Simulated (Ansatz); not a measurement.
## Single-point calculation, with input and output: AlCu$_{3}$

The run: single-point calculation of AlCu$_{3}$ (R-3m, 4 atoms in the cell). Method and program: DFT r2SCAN, scalar-relativistic, plane waves, PAW, no spin polarisation (Ansatz 0.2.0).

The structure derives from a Materials Project entry. It belongs to a series of runs on one base structure; here: ratio of the length along [111] to the lengths across it x 0.71, volume and fractional coordinates fixed. Figures and captions count atoms from 1; the log counts them from 0 in places.

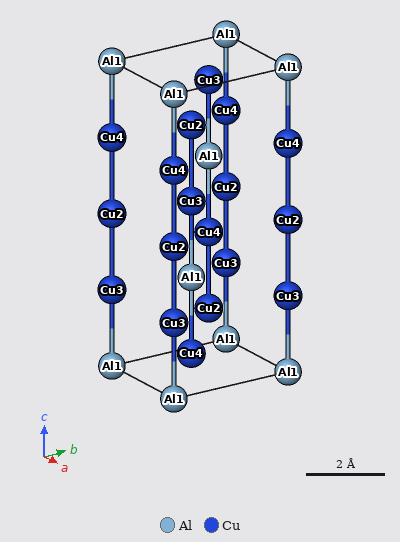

*The input geometry (ball-and-stick view of the cell 3 times as large as that of the calculation, set on its symmetry axes, seen slightly off an axis; atoms are numbered from 1 in the order of the input).*

Near neighbours in the crystal (not all of them lie inside the picture): Al has 2 Cu at 1.99 Å; Cu has 2 Cu at 1.99 Å; Cu has 1 Al at 1.99 Å and 1 Cu at 1.99 Å.

**Summary**

- outcome: converged
- space group (tolerance 0.01 Å): R-3m (166)
- electrons treated: 60
- free energy: −20430.4534 eV
- Fermi energy: 15.584 eV
- gap on the k-point mesh: none (metallic)
- pressure: 32.07 GPa
- largest force (length of the vector): 0.508 eV/Å
- hardware: 1 thread of an x86-64 CPU, shared host
- wall time: 47 s
- peak memory: 0.99 GiB

The cell is under a pressure of 32 GPa at this level, so it is not at its equilibrium volume.

**Input**
```yaml
crystal:
  lattice:
    - [-0.6264494519, 2.6138063339, 2.6138063339]
    - [2.6138063339, -0.6264494519, 2.6138063339]
    - [2.6138063339, 2.6138063339, -0.6264494519]
  atoms:
    - { symbol: Al, position: [0.0, 0.0, 0.0] }
    - { symbol: Cu, position: [0.5, 0.5, 0.5] }
    - { symbol: Cu, position: [0.25, 0.25, 0.25] }
    - { symbol: Cu, position: [0.75, 0.75, 0.75] }
basis:
  ecutwfc: 500
kpoints:
  mp_grid: { grid: [16, 16, 16] }
hamiltonian:
  xc: r2scan
scf:
  occupations: { method: gaussian, width: 0.15 }
output:
  forces: true
  stress: true
  eigenvalues: true
```

**The program's output**
```
Engine: ansatz 0.2.0, x86_64-unknown-linux-gnu
Pseudopotentials: kind: paw
Pseudopotential: Al, paw, valence charge 3, recommended cutoff 500 eV (meta_gga), Al.paw.azcp
Pseudopotential: Cu, paw, valence charge 19, recommended cutoff 500 eV (meta_gga), Cu.paw.azcp
Functional definition: r2SCAN
  parameter k0 = 0.174
  parameter k1 = 0.065
  parameter a1 = 4.9479
  exchange = r2scan_x(k0 = k0, k1 = k1, a1 = a1)
  correlation = r2scan_c
Crystal: 4 atoms, lattice volume = 48.309 Å³
Basis set: ecut = 500 eV, 1209 PW (Γ), exchange–correlation on 120×120×120 points (64 copies of the dense FFT grid, shifted against one another)
Bands: 36, of which v1, the nominal top of the filled ones, is band 30 counted from 1 (29 counted from 0)
Symmetry: 12 space group operations
Space group: R-3m (ITA 166), of the structure as read, at distance tolerance 3.6e-5 Å
k-points: 417 of 4096
Non-local potential: Al, projectors of the file, l = 0: 2, l = 1: 2, l = 2: 1
Non-local potential: Cu, projectors of the file, l = 0: 3, l = 1: 2, l = 2: 3, l = 3: 1
PAW form: soft (Blöchl's): semilocal exchange-correlation on the pseudo side does not see the compensation charge
PAW frozen core: Al, regenerated for the run's functional (the file was generated under x = pbe(κ = 0.804, μ = 0.2195149727645171), c = pbe(β = 0.06672455060314922))
PAW frozen core: Cu, regenerated for the run's functional (the file was generated under x = pbe(κ = 0.804, μ = 0.2195149727645171), c = pbe(β = 0.06672455060314922))
PAW one-centre angular grid: Al, 302 points (default); XC on 160 Gauss nodes
PAW one-centre angular grid: Cu, 590 points (default); XC on 160 Gauss nodes
Initial density: superposition of atomic densities (neutral atoms: chi_scale 0, normalization atom), corrected by the library's trained network
Initial wavefunctions: pseudopotential atomic-orbital guess
Functional: x = r2scan, c = r2scan; τ floored in thin density (d = 2e-4 eV/Å³)
SCF iter   1: F=—  HF=-20430.498065 eV  |F-HF|=—  |Δ(HF+E_count)|=         —  Δρ=3.73e-2  dr2=3.89e-1  dr2_τ=1.69e-2  ethr=1.77e-3  ⟨swp⟩=5.3  Hψ=54085  notcnv=0
preconditioner: auto → Kerker (q_TF=auto, 2.829 Å⁻¹)  [metal: Δε(μ)=0.003 eV  Ē_g=9.605 eV  σ=0.150 eV  W_gap=0.01  n_scr=20 (ndim 8)  ℏωp=32.1 eV  f_vac=0.000  D(μ)=1.26/eV (n_scr^D=6)]
SCF iter   2: F=—  HF=-20430.485951 eV  |F-HF|=—  |Δ(HF+E_count)|=   1.21e-2  Δρ=1.18e-2  dr2=2.73e-2  dr2_τ=3.66e-3  ethr=6.48e-4  ⟨swp⟩=2.0  Hψ=27401  notcnv=0  defer=470
SCF iter   3: F=—  HF=-20430.459136 eV  |F-HF|=—  |Δ(HF+E_count)|=   2.68e-2  Δρ=8.65e-3  dr2=2.65e-2  dr2_τ=1.37e-4  ethr=4.55e-5  ⟨swp⟩=2.0  Hψ=29079  notcnv=0  defer=470
SCF iter   4: F=—  HF=-20430.453043 eV  |F-HF|=—  |Δ(HF+E_count)|=   6.09e-3  Δρ=1.28e-3  dr2=8.53e-4  dr2_τ=3.22e-5  ethr=4.42e-5  ⟨swp⟩=1.7  Hψ=19703  notcnv=0  defer=469
SCF iter   5: F=—  HF=-20430.453722 eV  |F-HF|=—  |Δ(HF+E_count)|=   6.79e-4  Δρ=2.44e-3  dr2=1.68e-3  dr2_τ=1.10e-5  ethr=1.42e-6  ⟨swp⟩=2.0  Hψ=26815  notcnv=0  defer=469
SCF iter   6: F=—  HF=-20430.453416 eV  |F-HF|=—  |Δ(HF+E_count)|=   3.07e-4  Δρ=4.42e-4  dr2=9.98e-5  dr2_τ=1.58e-6  ethr=1.42e-6  ⟨swp⟩=2.0  Hψ=22682  notcnv=0  defer=468
SCF iter   7: F=—  HF=-20430.453403 eV  |F-HF|=—  |Δ(HF+E_count)|=   1.33e-5  Δρ=2.48e-4  dr2=2.65e-5  dr2_τ=1.56e-7  ethr=1.66e-7  ⟨swp⟩=1.0  Hψ=14725  notcnv=0  defer=467
SCF iter   8: F=—  HF=-20430.453400 eV  |F-HF|=—  |Δ(HF+E_count)|=   2.72e-6  Δρ=2.85e-5  dr2=3.10e-7  dr2_τ=7.26e-9  ethr=4.41e-8  ⟨swp⟩=2.0  Hψ=21111  notcnv=0  defer=467
SCF iter   9: F=-20430.453400 eV  HF=-20430.453400 eV  |F-HF|=1.51e-8  |Δ(HF+E_count)|=   7.83e-9  Δρ=7.04e-6  dr2=1.85e-8  dr2_τ=2.57e-10  ethr=1.67e-10  ⟨swp⟩=7.4  Hψ=67993  notcnv=0
SCF 1 converged in 9 iterations: F = -20430.453400 eV  dr2 = 1.85e-8
  greatest PAW one-centre occupation: 1.000 electrons in one spin orbital (limit 2), on the Cu atom at site 1 (counted from 0), in its partial waves of l = 0
SCF converged after 9 iterations
Free energy (F): -20430.453400 eV
Harris-Foulkes:  -20430.453400 eV  (|F-HF|=1.51e-8)
Internal energy: -20430.439667 eV  (E = F + TS)
E sigma→0 (E₀):  -20430.446534 eV
Entropy (-TS):   -0.013733 eV (-3.433 meV/atom)
Fermi energy:    15.583762 eV
--- Per-component energies (eV) ---
  E_band       = -1249.588300
  E_kinetic    = 931.476777
  E_local      = -14295.806935  (includes V_loc(G=0)·N_el)
  E_nonlocal   = 1205.885758
  E_hartree    = 6389.033567
  E_xc         = -290.824758
  E_vxc        = -410.155123  (∫ρ·V_xc dr)
  E_paw        = -5514.061088  (= ΣΔE_a)
  E_vpaw       = -1488.248179  (= ΣTr[D̂ρ^β])
  E_aug_tail   = 0.000458  (compensation charges beyond the density's cutoff)
  E_vtau       = 29.194624  (kinetic-family band-sum trace: ∫τ·v_τ [+ j·A + Jᵃ·Aᵃ] dr)
  E_ewald      = -8855.180014
  E_core_change = -0.963432  (= ΣΔE_core)
  E_smearing   = -0.013733  (= −TS)
  E_closure    = -0.000000  (closes the sum)
  Σ components = -20430.453400   (vs F -20430.453400, Δ=0.00e0)
--- Forces (eV/Å), atoms counted from 1 ---
  atom   1  Al    -0.00000000     0.00000000     0.00000000
  atom   2  Cu     0.00000000     0.00000000     0.00000000
  atom   3  Cu    -0.29353124    -0.29353124    -0.29353124
  atom   4  Cu     0.29353124     0.29353124     0.29353124
  max |Σ_I F_I| component: 5.55e-17 eV/Å
--- Stress (GPa, compression-positive) ---
       32.074608      51.289436      51.289436
       51.289436      32.074608      51.289436
       51.289436      51.289436      32.074608
  P = ⅓ Tr σ = 32.0746 GPa (320.746 kbar)
--- Band table (eV; the first three rows and the last of 417) ---
  k-point 0: bands = ["-102.1539", "-102.1487", "-101.6249", "-58.3821", "-58.2859", "-57.8420", "-57.8420", "-57.8323", "-57.8323", "-57.5786", "-57.3680", "-57.3680", "4.1348", "9.7460", "9.8042", "9.8042", "10.0126", "10.0126", "10.1900", "11.3856", "11.3856", "11.8512", "11.8512", "12.1130", "12.1130", "12.6174", "12.7968", "12.7968", "17.9589", "18.0521", "18.0521", "18.3293", "18.7972", "18.7972", "21.7699", "24.0659"]
  k-point 1: bands = ["-102.1539", "-102.1488", "-101.6250", "-58.3823", "-58.2858", "-57.8419", "-57.8419", "-57.8324", "-57.8324", "-57.5786", "-57.3680", "-57.3679", "4.1843", "9.7292", "9.7733", "9.8207", "10.0035", "10.0507", "10.2109", "11.3621", "11.3842", "11.8165", "11.8333", "12.0909", "12.1649", "12.6128", "12.7837", "12.7971", "17.0091", "17.8739", "18.0057", "18.6436", "18.9184", "19.7468", "21.6523", "23.6932"]
  k-point 2: bands = ["-102.1538", "-102.1488", "-101.6250", "-58.3828", "-58.2853", "-57.8418", "-57.8416", "-57.8327", "-57.8326", "-57.5787", "-57.3680", "-57.3677", "4.3323", "9.6877", "9.7136", "9.8703", "9.9494", "10.1315", "10.2808", "11.2990", "11.3724", "11.7542", "11.7844", "12.0266", "12.2716", "12.6024", "12.7459", "12.7982", "15.8774", "17.7195", "17.9311", "19.0090", "19.2135", "20.7936", "21.6162", "22.9762"]
  k-point 416: bands = ["-102.1523", "-102.1497", "-101.6255", "-58.3871", "-58.2820", "-57.8405", "-57.8405", "-57.8371", "-57.8371", "-57.5788", "-57.3651", "-57.3651", "8.7845", "9.1428", "9.5985", "10.1758", "10.1758", "10.5910", "10.5910", "10.9204", "10.9204", "11.3446", "11.4351", "11.4351", "12.1885", "12.1885", "12.7894", "12.7894", "13.1040", "16.2931", "16.2931", "16.3482", "16.7476", "16.7476", "18.1549", "29.0136"]
```

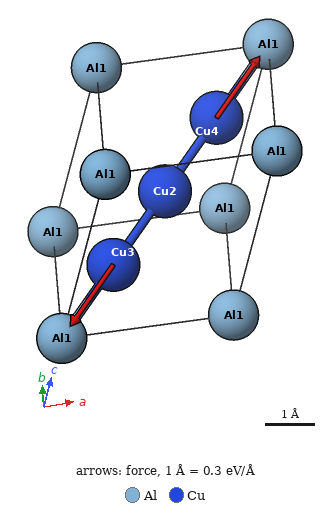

*Forces on the atoms as red arrows (ball-and-stick view of the cell of the calculation, seen at an oblique angle; atoms are numbered from 1 in the order of the input).*

The largest act on Cu3, Cu4 (0.51 eV/Å). The geometry is not a stationary point of this energy.

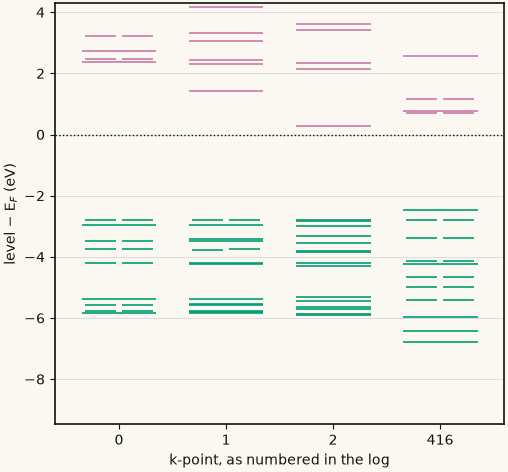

*Kohn–Sham levels near the Fermi level (dotted) at the few k-points that the log prints; levels within 0.02 eV of each other stand side by side.*

The system is metallic on the full mesh.
